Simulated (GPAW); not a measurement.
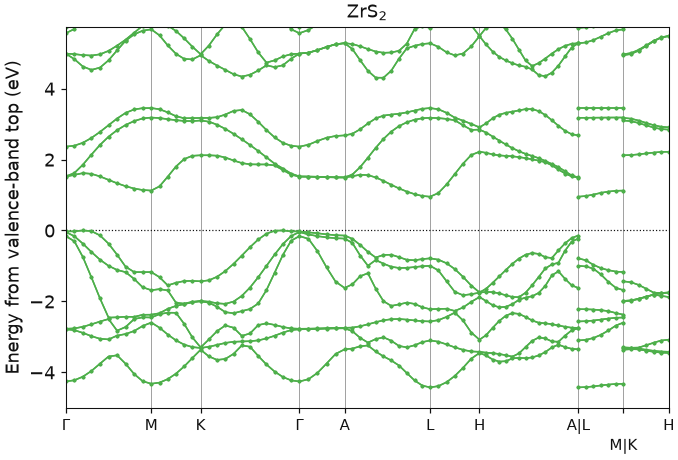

Band structure. Energies are counted from the top of the valence band.

Question: Which Bravais lattice do the labels of the path belong to?

Answer: A hexagonal (primitive) lattice: the path Γ–M–K–Γ–A–L–H–A|L–M|K–H runs through the special points of its Brillouin zone.

System: CdI2-type ZrS₂, space group P-3m1, 3 atoms in the cell; a = 3.691 Å, c = 6.041 Å (hexagonal axes).

Method: PBEsol, PAW data sets generated in the run's folder for this functional, spin-orbit coupling, no magnetisation, 8×8×5 k mesh, 600 eV cutoff (GPAW 26.7.0).

Question: What does the band structure say about the gap?

Answer: The bands leave a gap. The gap along this path is 0.95 eV and indirect, from the valence-band top between Γ and M to the conduction-band bottom at L; the smallest direct gap is 1.55 eV, at Γ. At Γ the top valence band lies only 0.03 eV lower.

Question: What are the direct gaps at A, M and L?

Answer: The direct gaps are 1.64 eV at A, 2.30 eV at M and 1.74 eV at L.

Question: How much do the top valence band and the lowest conduction band disperse along the path?

Answer: The top valence band spans 1.8 eV and the lowest conduction band 1.3 eV.

Spin-orbit coupling was added after a scalar SCF, so levels and gaps hold it while energy, forces, pressure and moments don't. This program's spin-orbit splittings come out too wide for heavy elements. LDA, GGA and most meta-GGA functionals understate gaps. The cell is a database's computed one.
